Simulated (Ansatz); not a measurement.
MoS₂

Input file:

```
crystal:
  lattice:
    - [-1.5764743774, -2.7305337185, 0.0]
    - [1.5764743774, -2.7305337185, 0.0]
    - [0.0, -1.8203558124, 17.9896049492]
  atoms:
    - { symbol: Mo, position: [0.7222109095, 0.7222109095, 0.8333672715] }
    - { symbol: Mo, position: [0.2777664651, 0.2777664651, 0.1667006048] }
    - { symbol: Mo, position: [0.4999886873, 0.4999886873, 0.5000339382] }
    - { symbol: S, position: [0.8043636245, 0.8043636245, 0.5869091264] }
    - { symbol: S, position: [0.0265858467, 0.0265858467, 0.9202424598] }
    - { symbol: S, position: [0.5821414023, 0.5821414023, 0.2535757931] }
    - { symbol: S, position: [0.8623087993, 0.8623087993, 0.4130736021] }
    - { symbol: S, position: [0.0845310215, 0.0845310215, 0.7464069354] }
    - { symbol: S, position: [0.6400865771, 0.6400865771, 0.0797402687] }
basis:
  ecutwfc: 420
kpoints:
  mp_grid: { grid: [10, 10, 2] }
hamiltonian:
  xc: pbe
  dispersion: d3bj
scf:
  occupations: { method: gaussian, width: 0.05 }
output:
  forces: true
  stress: true
  eigenvalues: true
  write_density: true
  write_potential: true
  elf: true
  volumetric_format: npy
```

Command:

```sh
ansatz run input.yaml --threads 2 --pin off --max-ram 5120MiB --backend cpu --events-out ev --progress --plain --runs-dir out
```

Below, planes, directions and counts refer to the conventional cell (a = 3.15 Å, b = 3.15 Å, c = 53.97 Å, α = 90.00°, β = 90.00°, γ = 120.00°).

Space group R3m; computed without spin polarisation.

Level of theory: Ansatz 0.2.0, DFT PBE+D3(BJ), scalar-relativistic, plane waves, PAW.

The density is the valence pseudo-density of a PAW calculation; it isn't the true density close to the nuclei.

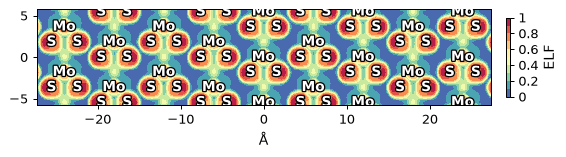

Figure 1. ELF on the (110) plane of the conventional cell.

Question: Describe what can be read from this map.

Answer: The plane passes through Mo and S nuclei. Mo–S (2.40 Å): the ELF peaks at about 0.85 in the valence shell of S, 0.8 Å from its nucleus, and is about 0.45 at the midpoint. The features right at Mo lie inside the PAW spheres, where the map follows smoothed inner orbitals and isn't to be read closely.

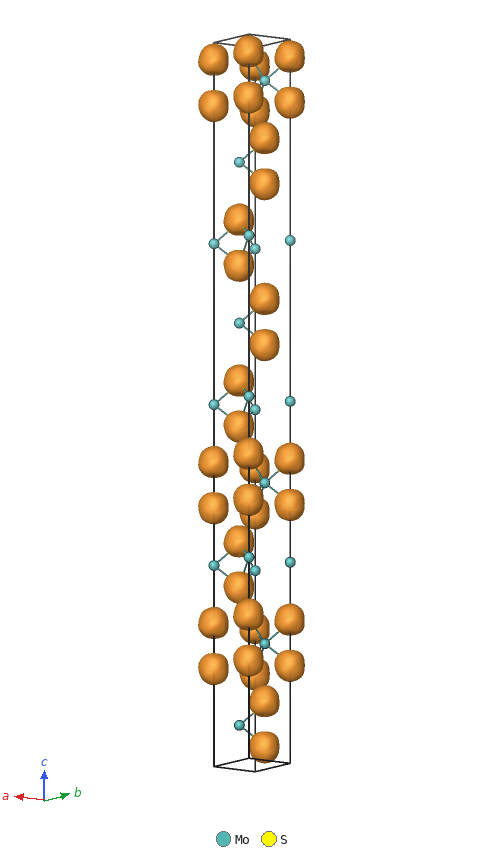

Figure 2. Isosurface of the electron localisation function at 0.7 (orange), seen at an oblique angle. Only the valence region is drawn (cores and ρ < 0.01 e/Å³ removed). Sticks mark near contacts.

Question: What do the ELF domains correspond to?

Answer: The surface consists of 18 regions wrapped around S (the valence shell of each), counted in one cell of 27 atoms. Regions shared between cells count once.

Question: Metal or insulator at this level of theory?

Answer: It is gapped, with a Kohn–Sham gap of 0.78 eV on the k-point mesh, an upper bound to the gap of this method.
